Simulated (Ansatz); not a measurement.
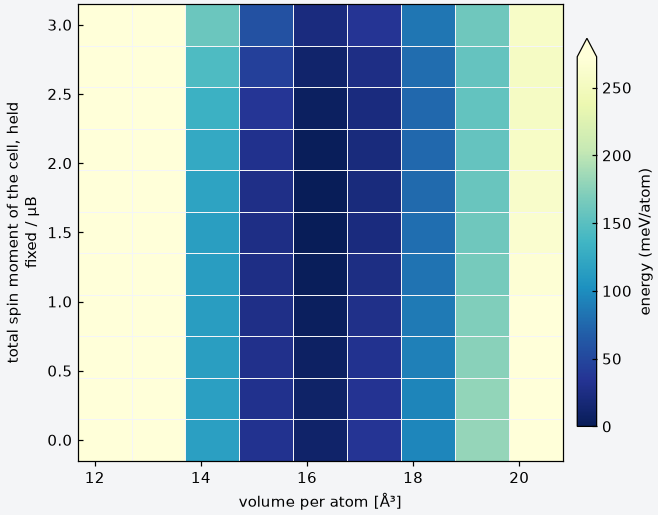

Energy landscape of Ti3Al (Fm-3m, No. 225; 4 atoms in the cell). The energy is mapped over volume and a fixed ferromagnetic moment. First axis: volume per atom. Second axis: total spin moment of the cell, held fixed. Nothing is relaxed (shape and fractional coordinates fixed). Grid: 9 × 11 points. Points are written as (first, second). Energies: meV/atom, counted from the lowest grid point. The moment is held fixed and parallel; antiferromagnetic orders weren't tried. The electronic state followed may not be the lowest one. The calculation used DFT PBEsol, scalar-relativistic, plane waves, PAW in Ansatz 0.2.0. Settings: cutoff 520 eV, k-mesh 12×12×12, gaussian smearing 0.15 eV.

In the figure: one coloured cell a grid point, one colour for all values above the top of the scale. 

Where are the wells?

The lowest grid point is at (16.25 Å³, 1.8 μB). It is the only kind of minimum in the scanned range. The highest grid point, (12.19 Å³, 3.0 μB), lies 658 meV/atom above the lowest.

Time for the 99 points that were run: 13 min on 4 threads of Arm Neoverse V1, with other jobs on the host.

PAW datasets: the set soft_1.
